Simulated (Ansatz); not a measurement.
The calculation's input:

```
crystal:
  lattice:
    - [2.9547156673, 0.0, 0.0]
    - [-1.4773578337, 2.5588588288, 0.0]
    - [0.0, 0.0, 10.488269619]
  atoms:
    - { symbol: Zn, position: [0.3333333333, 0.6666666667, 0.6896206271] }
    - { symbol: Zn, position: [0.6666666667, 0.3333333333, 0.3103793729] }
    - { symbol: Si, position: [0.3333333333, 0.6666666667, 0.1233170167] }
    - { symbol: Si, position: [0.6666666667, 0.3333333333, 0.8766829833] }
    - { symbol: Si, position: [0.0, 0.0, 0.5] }
    - { symbol: "N", position: [0.0, 0.0, 0.0] }
basis:
  ecutwfc: 420
kpoints:
  mp_grid: { grid: [12, 12, 4] }
hamiltonian:
  xc: pbe
scf:
  occupations: { method: gaussian, width: 0.1 }
output:
  forces: true
  stress: true
  eigenvalues: true
  write_density: true
  write_potential: true
  elf: true
  volumetric_format: npy
relax:
  adjacent_minimum: "off"
  f_tol: 0.01
  max_steps: 80
  cell: { stress_tol: 0.05 }
```

Launched as:

```sh
ansatz run input.yaml --threads 1 --pin off --max-ram 2560MiB --backend cpu --events-out ev --progress --plain --runs-dir out
```

Below, planes, directions and counts refer to the conventional cell (a = 2.78 Å, b = 2.78 Å, c = 11.85 Å, α = 90.00°, β = 90.00°, γ = 120.00°).

The fields are those of the run's last geometry, not of the input's.

Space group P-3m1; a structure generated by program, which may or may not match a known phase; computed without spin polarisation.

Level of theory: DFT PBE, scalar-relativistic, plane waves, PAW (Ansatz 0.2.0).

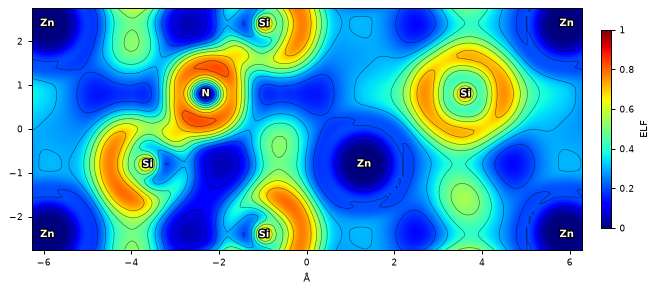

Zn₂Si₃N. ELF on the (110) plane of the conventional cell.

Question: Read the bonding off the picture.

Answer:
- Atoms in the plane: Zn, Si and N.
- Si–N (2.08 Å): the ELF peaks at about 0.80 between the atoms.
- Zn–Si (2.79 Å): the ELF peaks at about 0.80 in the valence shell of Si, 0.9 Å from its nucleus, and drops to about 0.20 between the two atoms.

Question: Does the calculation give a band gap?

Answer: It is gapless in this calculation (a metal or semimetal).
